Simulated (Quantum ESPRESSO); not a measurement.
InAs: single-point calculation

The run: single-point calculation of InAs (F-43m, 2 atoms in the cell). Method and program: Kohn-Sham DFT of a periodic cell, PBEsol, SG15 PBE 1.2, no spin polarisation (Quantum ESPRESSO 7.5).

The structure derives from an entry of the Crystallography Open Database.

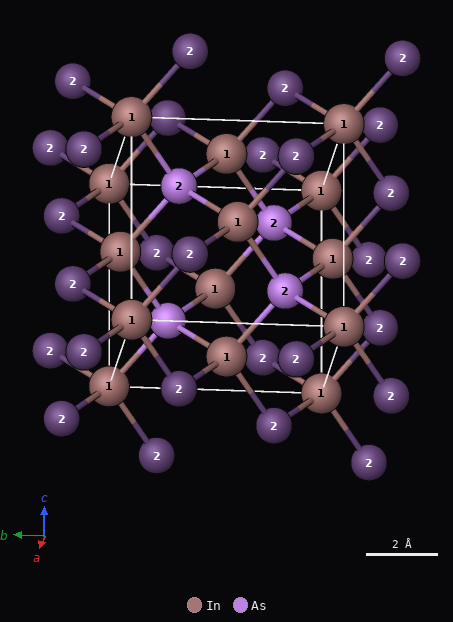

Fig. 1: The structure (ball-and-stick view of the cell 4 times as large as that of the calculation, set on its symmetry axes, seen at an oblique angle; neighbours outside the cell are drawn fainter; atoms are numbered from 1 in the order of the input). An atom can appear more than once, as a periodic image.

### Results in brief

| quantity | value |
| --- | --- |
| outcome | converged |
| space group (tolerance 0.01 Å) | F-43m (216) |
| electrons treated | 18 |
| free energy | −1592.9552 eV |
| Fermi energy | 7.259 eV |
| gap on the k-point mesh | none (metallic) |
| pressure | 2.46 GPa |
| largest force (length of the vector) | under 0.001 eV/Å |
| hardware | 4 threads of Intel Xeon @ 2.90GHz (Ice Lake), 128 GiB of memory available, shared host |
| wall time | 8.2 s (CPU time 30 s) |
| peak memory | 0.32 GiB |

Further notes kept with the run: potentials made for another functional. Points of doubt noted for this run: coarse mesh; potentials made for another functional.

### Input file
```
&CONTROL
  calculation = 'scf'
  prefix = 'pwscf'
  outdir = './tmp'
  pseudo_dir = './pseudo'
  tprnfor = .true.
  tstress = .true.
  disk_io = 'nowf'
/
&SYSTEM
  ibrav = 0
  nat = 2
  ntyp = 2
  ecutwfc = 70
  nbnd = 15
  input_dft = 'pbesol'
  occupations = 'smearing'
  smearing = 'fd'
  degauss = 0.00367493
/
&ELECTRONS
  conv_thr = 4d-10
  electron_maxstep = 120
  mixing_beta = 0.5
/
ATOMIC_SPECIES
In   114.8180 In_ONCV_PBE-1.2.upf
As    74.9216 As_ONCV_PBE-1.2.upf
CELL_PARAMETERS angstrom
   0.0000000000    3.0180000000    3.0180000000
   3.0180000000    0.0000000000    3.0180000000
   3.0180000000    3.0180000000    0.0000000000
ATOMIC_POSITIONS crystal
In     0.0000000000    0.0000000000    0.0000000000
As     0.7500000000    0.7500000000    0.7500000000
K_POINTS automatic
6 6 6 0 0 0
```

Launched with:
```bash
OMP_NUM_THREADS=1 mpirun -n 4 pw.x -nk 4 -in pw.in > pw.out
```

### Log
```
This program is part of the open-source Quantum ESPRESSO suite
     for quantum simulation of materials; please cite
         "P. Giannozzi et al., J. Phys.:Condens. Matter 21 395502 (2009);
         "P. Giannozzi et al., J. Phys.:Condens. Matter 29 465901 (2017);
         "P. Giannozzi et al., J. Chem. Phys. 152 154105 (2020);
          URL
     in publications or presentations arising from this work. More details at

     IMPORTANT: XC functional enforced from input :
     Exchange-correlation= PBESOL
                           (   1   4  10   8   0   0   0)
     Any further DFT definition will be discarded
     Please, verify this is what you really want

     Message from routine setup:
     using ibrav=0 with symmetry is DISCOURAGED, use correct ibrav instead

     K-points division:     npool     =       4
     Subspace diagonalization in iterative solution of the eigenvalue problem:
     a serial algorithm will be used

     G-vector sticks info
     --------------------
     sticks:   dense  smooth     PW     G-vecs:    dense   smooth      PW
     Sum        1261    1261    367                29363    29363    4645

     Using Slab Decomposition

     bravais-lattice index     =            0
     lattice parameter (alat)  =       8.0655  a.u.
     unit-cell volume          =     371.0089 (a.u.)^3
     number of atoms/cell      =            2
     number of atomic types    =            2
     number of electrons       =        18.00
     number of Kohn-Sham states=           15
     kinetic-energy cutoff     =      70.0000  Ry
     charge density cutoff     =     280.0000  Ry
     scf convergence threshold =      4.0E-10
     mixing beta               =       0.5000
     number of iterations used =            8  plain     mixing
     Exchange-correlation= PBESOL
                           (   1   4  10   8   0   0   0)

     celldm(1)=   8.065534  celldm(2)=   0.000000  celldm(3)=   0.000000
     celldm(4)=   0.000000  celldm(5)=   0.000000  celldm(6)=   0.000000

     crystal axes: (cart. coord. in units of alat)
               a(1) = (   0.000000   0.707107   0.707107 )
               a(2) = (   0.707107   0.000000   0.707107 )
               a(3) = (   0.707107   0.707107   0.000000 )

     reciprocal axes: (cart. coord. in units 2 pi/alat)
               b(1) = ( -0.707107  0.707107  0.707107 )
               b(2) = (  0.707107 -0.707107  0.707107 )
               b(3) = (  0.707107  0.707107 -0.707107 )

     PseudoPot. # 1 for In read from file:
     In_ONCV_PBE-1.2.upf
     Pseudo is Norm-conserving, Zval = 13.0
     Generated using ONCVPSP code by D. R. Hamann
     Using radial grid of  602 points,  6 beta functions with:
                l(1) =   0
                l(2) =   0
                l(3) =   1
                l(4) =   1
                l(5) =   2
                l(6) =   2

     PseudoPot. # 2 for As read from file:
     As_ONCV_PBE-1.2.upf
     Pseudo is Norm-conserving, Zval =  5.0
     Generated using ONCVPSP code by D. R. Hamann
     Using radial grid of  602 points,  6 beta functions with:
                l(1) =   0
                l(2) =   0
                l(3) =   1
                l(4) =   1
                l(5) =   2
                l(6) =   2

     atomic species   valence    mass     pseudopotential
     In               13.00   114.81800     In( 1.00)
     As                5.00    74.92160     As( 1.00)

     24 Sym. Ops. (no inversion) found

   Cartesian axes

     site n.     atom                  positions (alat units)
         1        In     tau(   1) = (   0.0000000   0.0000000   0.0000000  )
         2        As     tau(   2) = (   1.0606602   1.0606602   1.0606602  )

     number of k points=    16  Fermi-Dirac smearing, width (Ry)=  0.0037
                       cart. coord. in units 2pi/alat
        k(    1) = (   0.0000000   0.0000000   0.0000000), wk =   0.0092593
        k(    2) = (   0.1178511   0.1178511  -0.1178511), wk =   0.0740741
        k(    3) = (   0.2357023   0.2357023  -0.2357023), wk =   0.0740741
        k(    4) = (  -0.3535534  -0.3535534   0.3535534), wk =   0.0370370
        k(    5) = (   0.2357023   0.0000000  -0.0000000), wk =   0.0555556
        k(    6) = (   0.3535534   0.1178511  -0.1178511), wk =   0.2222222
        k(    7) = (  -0.2357023  -0.4714045   0.4714045), wk =   0.2222222
        k(    8) = (  -0.1178511  -0.3535534   0.3535534), wk =   0.2222222
        k(    9) = (   0.0000000  -0.2357023   0.2357023), wk =   0.1111111
        k(   10) = (   0.4714045   0.0000000  -0.0000000), wk =   0.0555556
        k(   11) = (  -0.1178511  -0.5892557   0.5892557), wk =   0.2222222
        k(   12) = (  -0.0000000  -0.4714045   0.4714045), wk =   0.1111111
        k(   13) = (  -0.7071068   0.0000000   0.0000000), wk =   0.0277778
        k(   14) = (  -0.2357023  -0.4714045   0.7071068), wk =   0.2222222
        k(   15) = (  -0.1178511  -0.3535534   0.5892557), wk =   0.2222222
        k(   16) = (  -0.7071068   0.2357023   0.0000000), wk =   0.1111111

     Dense  grid:    29363 G-vectors     FFT dimensions: (  45,  45,  45)

     Initial potential from superposition of free atoms

     starting charge      17.8635, renormalised to      18.0000
     Starting wfcs are random

     Self-consistent Calculation

     iteration #  1     ecut=    70.00 Ry     beta= 0.50
     Davidson diagonalization with overlap
     ethr =  1.00E-02,  avg # of iterations =  8.7

     Threshold (ethr) on eigenvalues was too large:
     Diagonalizing with lowered threshold

     Davidson diagonalization with overlap
     ethr =  5.68E-04,  avg # of iterations =  2.9

     total energy              =    -117.05851605 Ry
     estimated scf accuracy    <       0.09182200 Ry

     iteration #  2     ecut=    70.00 Ry     beta= 0.50
     Davidson diagonalization with overlap
     ethr =  5.10E-04,  avg # of iterations =  2.0

     total energy              =    -117.07970829 Ry
     estimated scf accuracy    <       0.00526136 Ry

     iteration #  3     ecut=    70.00 Ry     beta= 0.50
     Davidson diagonalization with overlap
     ethr =  2.92E-05,  avg # of iterations =  4.6

     total energy              =    -117.08000562 Ry
     estimated scf accuracy    <       0.00101511 Ry

     iteration #  4     ecut=    70.00 Ry     beta= 0.50
     Davidson diagonalization with overlap
     ethr =  5.64E-06,  avg # of iterations =  2.2

     total energy              =    -117.08003951 Ry
     estimated scf accuracy    <       0.00001588 Ry

     iteration #  5     ecut=    70.00 Ry     beta= 0.50
     Davidson diagonalization with overlap
     ethr =  8.82E-08,  avg # of iterations =  4.2

     total energy              =    -117.08004680 Ry
     estimated scf accuracy    <       0.00000085 Ry

     iteration #  6     ecut=    70.00 Ry     beta= 0.50
     Davidson diagonalization with overlap
     ethr =  4.70E-09,  avg # of iterations =  2.1

     total energy              =    -117.08004697 Ry
     estimated scf accuracy    <       0.00000003 Ry

     iteration #  7     ecut=    70.00 Ry     beta= 0.50
     Davidson diagonalization with overlap
     ethr =  1.58E-10,  avg # of iterations =  1.9

     total energy              =    -117.08004698 Ry
     estimated scf accuracy    <          3.9E-09 Ry

     iteration #  8     ecut=    70.00 Ry     beta= 0.50
     Davidson diagonalization with overlap
     ethr =  2.18E-11,  avg # of iterations =  2.1

     total energy              =    -117.08004698 Ry
     estimated scf accuracy    <          2.3E-09 Ry

     iteration #  9     ecut=    70.00 Ry     beta= 0.50
     Davidson diagonalization with overlap
     ethr =  1.27E-11,  avg # of iterations =  2.0

     End of self-consistent calculation

          k = 0.0000 0.0000 0.0000 (  3695 PWs)   bands (ev):

    -7.0873  -7.0873  -7.0873  -6.9525  -6.9525  -4.7214   6.9375   7.2235
     7.2235   7.2235  11.0220  11.0220  11.0220  14.5205  16.8801

          k = 0.1179 0.1179-0.1179 (  3674 PWs)   bands (ev):

    -7.1244  -7.0770  -7.0770  -6.9525  -6.9525  -4.4314   4.6554   6.8976
     6.8976   8.3941  11.4440  11.4788  11.4788  15.6209  15.7293

          k = 0.2357 0.2357-0.2357 (  3675 PWs)   bands (ev):

    -7.1908  -7.0600  -7.0600  -6.9487  -6.9487  -3.7094   2.3944   6.4060
     6.4060   8.2235  11.8396  11.8396  13.2850  15.1835  16.2319

          k =-0.3536-0.3536 0.3536 (  3648 PWs)   bands (ev):

    -7.2211  -7.0539  -7.0539  -6.9443  -6.9443  -3.2062   1.3431   6.2061
     6.2061   8.0642  11.7922  11.7922  13.9155  16.1474  17.9675

          k = 0.2357 0.0000-0.0000 (  3659 PWs)   bands (ev):

    -7.1457  -7.0665  -7.0665  -6.9612  -6.9464  -4.3364   4.6130   6.3599
     6.3599   9.4252   9.9622  12.3006  12.3006  14.1580  16.5077

          k = 0.3536 0.1179-0.1179 (  3664 PWs)   bands (ev):

    -7.1981  -7.0517  -7.0474  -6.9655  -6.9415  -3.7516   2.9255   5.6061
     5.8528   9.5281  10.5949  12.4973  12.9864  15.0698  17.1569

          k =-0.2357-0.4714 0.4714 (  3676 PWs)   bands (ev):

    -7.2302  -7.0469  -7.0396  -6.9575  -6.9419  -3.0983   1.5613   4.9142
     5.7753   9.3432  11.3499  12.7421  13.5629  16.0392  17.5404

          k =-0.1179-0.3536 0.3536 (  3678 PWs)   bands (ev):

    -7.2182  -7.0493  -7.0463  -6.9519  -6.9488  -3.2760   1.8985   4.7490
     6.1619   9.4265  11.6103  12.3509  13.3915  15.7391  16.4824

          k = 0.0000-0.2357 0.2357 (  3665 PWs)   bands (ev):

    -7.1701  -7.0651  -7.0594  -6.9571  -6.9480  -3.9924   3.4415   5.4337
     6.7556   9.3574  11.3836  11.7453  12.3049  14.8273  16.2713

          k = 0.4714 0.0000-0.0000 (  3655 PWs)   bands (ev):

    -7.2410  -7.0237  -7.0237  -6.9823  -6.9344  -3.3691   2.4203   5.2575
     5.2575   8.8933   9.7027  14.5600  14.6411  14.6411  18.0726

          k =-0.1179-0.5893 0.5893 (  3662 PWs)   bands (ev):

    -7.2621  -7.0203  -7.0130  -6.9812  -6.9343  -2.8273   1.5838   4.3566
     5.1104   9.0790  10.3735  14.0653  14.8584  16.4468  18.4932

          k =-0.0000-0.4714 0.4714 (  3685 PWs)   bands (ev):

    -7.2479  -7.0354  -7.0222  -6.9650  -6.9454  -2.7752   1.5413   3.7586
     5.4917   9.4197  12.2504  13.8527  13.9806  14.4779  16.3680

          k =-0.7071 0.0000 0.0000 (  3692 PWs)   bands (ev):

    -7.2818  -7.0016  -7.0016  -6.9939  -6.9284  -2.6507   1.2822   4.8357
     4.8357   8.5866   9.1547  16.3442  16.4621  16.4621  18.8493

          k =-0.2357-0.4714 0.7071 (  3663 PWs)   bands (ev):

    -7.2341  -7.0408  -7.0277  -6.9690  -6.9406  -3.1625   2.0456   4.4276
     5.4325  10.5158  10.5672  12.0039  14.4791  15.4874  17.7574

          k =-0.1179-0.3536 0.5893 (  3670 PWs)   bands (ev):

    -7.2473  -7.0403  -7.0189  -6.9647  -6.9446  -2.7747   1.5098   4.0287
     5.0726  10.5311  11.2218  12.7192  14.2724  15.0981  18.0010

          k =-0.7071 0.2357 0.0000 (  3668 PWs)   bands (ev):

    -7.2642  -7.0262  -7.0078  -6.9766  -6.9383  -2.6090   1.3884   4.3289
     4.3788  10.1693  10.5898  13.5716  14.1053  16.9457  18.8978

     the Fermi energy is     7.2591 ev

!    total energy              =    -117.08004698 Ry
     estimated scf accuracy    <          1.8E-11 Ry
     smearing contrib. (-TS)   =      -0.00006849 Ry
     internal energy E=F+TS    =    -117.07997849 Ry

     The total energy is F=E-TS. E is the sum of the following terms:
     one-electron contribution =     -44.37748981 Ry
     hartree contribution      =      31.35711128 Ry
     xc contribution           =     -16.94043346 Ry
     ewald contribution        =     -87.11916650 Ry

     convergence has been achieved in   9 iterations

     Forces acting on atoms (cartesian axes, Ry/au):

     atom    1 type  1   force =     0.00000000   -0.00000000   -0.00000000
     atom    2 type  2   force =    -0.00000000    0.00000000    0.00000000

     Total force =     0.000000     Total SCF correction =     0.000000

     Computing stress (Cartesian axis) and pressure

          total   stress  (Ry/bohr**3)                   (kbar)     P=       24.65
   0.00016755  -0.00000000  -0.00000000           24.65       -0.00       -0.00
  -0.00000000   0.00016755  -0.00000000           -0.00       24.65       -0.00
  -0.00000000  -0.00000000   0.00016755           -0.00       -0.00       24.65

=------------------------------------------------------------------------------=
   JOB DONE.
=------------------------------------------------------------------------------=
```

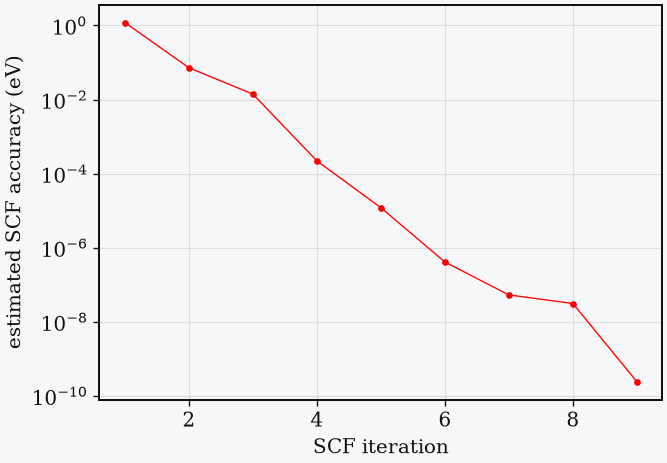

Fig. 2: Convergence of the self-consistent field: estimated SCF accuracy against the iteration. The field takes 9 iterations in all.
